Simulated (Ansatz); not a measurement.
## Electronic structure of GaAs (slab) in real space

Input

```
crystal:
  lattice:
    - [4.0626003623, 0.0, 0.0]
    - [0.0, 4.0626003623, 0.0]
    - [0.0, 0.0, 30.5765858717]
  atoms:
    - { symbol: As, position: [0.0, 0.5, 0.2498614905] }
    - { symbol: Ga, position: [0.5, 0.5, 0.2958836672] }
    - { symbol: As, position: [0.5, 0.0, 0.34485238] }
    - { symbol: Ga, position: [0.0, 0.0, 0.390531338] }
    - { symbol: As, position: [0.0, 0.5, 0.4393419192] }
    - { symbol: Ga, position: [0.5, 0.5, 0.4862267976] }
basis:
  ecutwfc: 420
kpoints:
  mp_grid: { grid: [9, 9, 1] }
hamiltonian:
  xc: pbe
scf:
  occupations: { method: gaussian, width: 0.1 }
output:
  forces: true
  stress: true
  eigenvalues: true
  write_density: true
  write_potential: true
  elf: true
  volumetric_format: npy
efield:
  axis: 3
  dipole_correction: true
  ramp_width: 0.04
```

Command:

```sh
ansatz run input.yaml --threads 4 --pin off --max-ram 10240MiB --backend cpu --events-out ev --progress --plain --runs-dir out
```

Computed with Ansatz 0.2.0, DFT PBE, scalar-relativistic, plane waves, PAW.

Core electrons are frozen (PAW), and the valence fields are smoothed inside the atomic spheres.

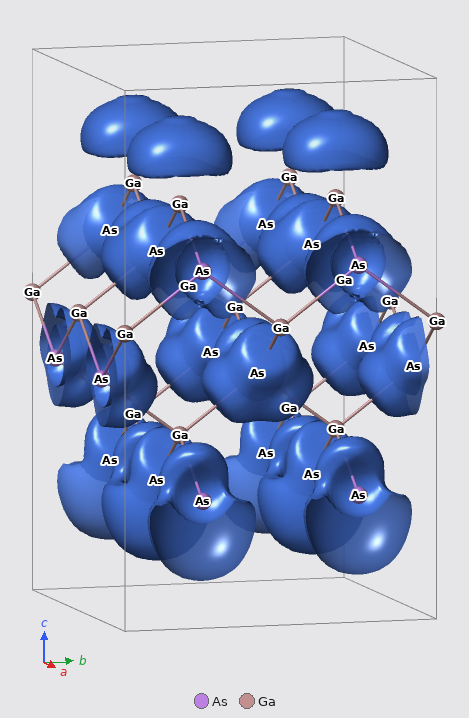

Figure 1. Isosurface of the ELF at 0.6 (blue), seen slightly off an axis. Only the valence region is drawn (cores and ρ < 0.01 e/Å³ removed). Sticks mark near contacts.

Identify the bonds, lone pairs and shells in this picture.

At this value the surface marks out three regions on As in which the atom's valence shell and bonds are merged and one lobe on Ga, pointing away from the bonds (lone pairs), counted in one cell of 6 atoms. Counts are for one cell; the picture repeats the cell along the surface.


Ga–As (2.47 Å): the ELF peaks at about 0.75 between the atoms. Ga–As (2.52 Å): the ELF peaks at about 0.75 between the atoms.

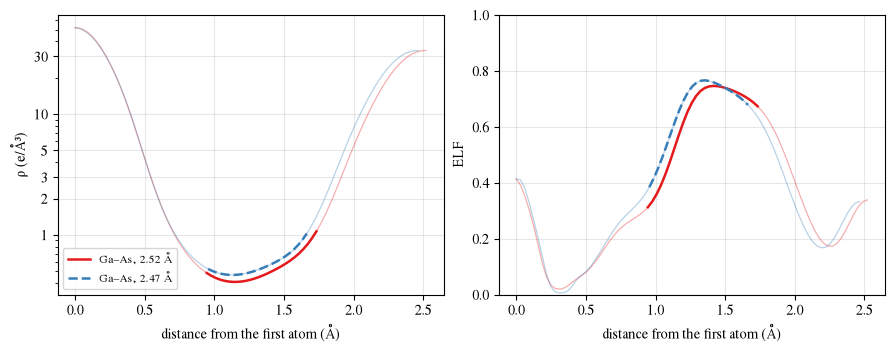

Figure 2. Valence electron density and ELF along straight lines between neighbouring atoms. Thin, pale parts lie inside the atomic spheres.

What can be read from the curves?

Ga–As (2.52 Å): ρ is about 0.43 e/Å³ halfway; the ELF peaks at about 0.75 between the atoms.
Ga–As (2.47 Å): ρ is about 0.48 e/Å³ halfway; the ELF peaks at about 0.75 between the atoms.

Metal or insulator at this level of theory?

It is metallic or semimetallic at this level of theory: no gap opens.
